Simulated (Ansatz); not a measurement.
```cif
data_structure
_symmetry_space_group_name_H-M 'P 1'
_symmetry_Int_Tables_number 1
_cell_length_a 3.9993
_cell_length_b 3.9993
_cell_length_c 10.2025
_cell_angle_alpha 90.000
_cell_angle_beta 90.000
_cell_angle_gamma 90.000
_cell_volume 163.18
loop_
_atom_site_label
_atom_site_type_symbol
_atom_site_fract_x
_atom_site_fract_y
_atom_site_fract_z
_atom_site_occupancy
Sn1 Sn 0.00000 0.50000 0.25000 1
Sn2 Sn 0.50000 0.00000 0.75000 1
Sn3 Sn 0.00000 0.00000 0.00000 1
Sn4 Sn 0.50000 0.50000 0.50000 1
O1 O 0.00000 0.50000 0.04634 1
O2 O 0.50000 0.00000 0.54634 1
O3 O 0.00000 0.00000 0.79634 1
O4 O 0.50000 0.50000 0.29634 1
O5 O 0.00000 0.00000 0.20366 1
O6 O 0.50000 0.50000 0.70366 1
O7 O 0.00000 0.50000 0.45366 1
O8 O 0.50000 0.00000 0.95366 1
```

Space group I4₁/amd; started from the anatase prototype, which need not be the ambient phase.

Computed with Ansatz 0.2.0, DFT, r2SCAN, plane waves, PAW.

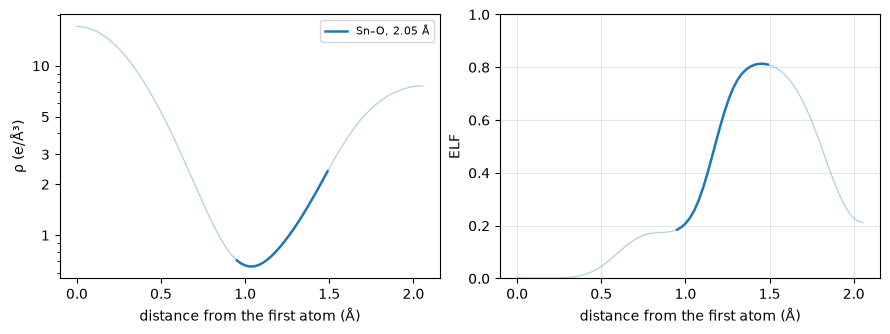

SnO2. Valence charge density (pseudo) and ELF along straight lines between neighbouring atoms. Thin, pale parts lie inside the atomic spheres.

The density is the valence pseudo-density of a PAW calculation; it isn't the true density close to the nuclei.

Q: What can be read from the curves?

A: Sn–O (2.05 Å): ρ at the midpoint is about 0.65 e/Å³; the ELF peaks at about 0.80 in the valence shell of O, 0.6 Å from its nucleus, and is about 0.25 at the midpoint: no shared electron pair shows on this line.
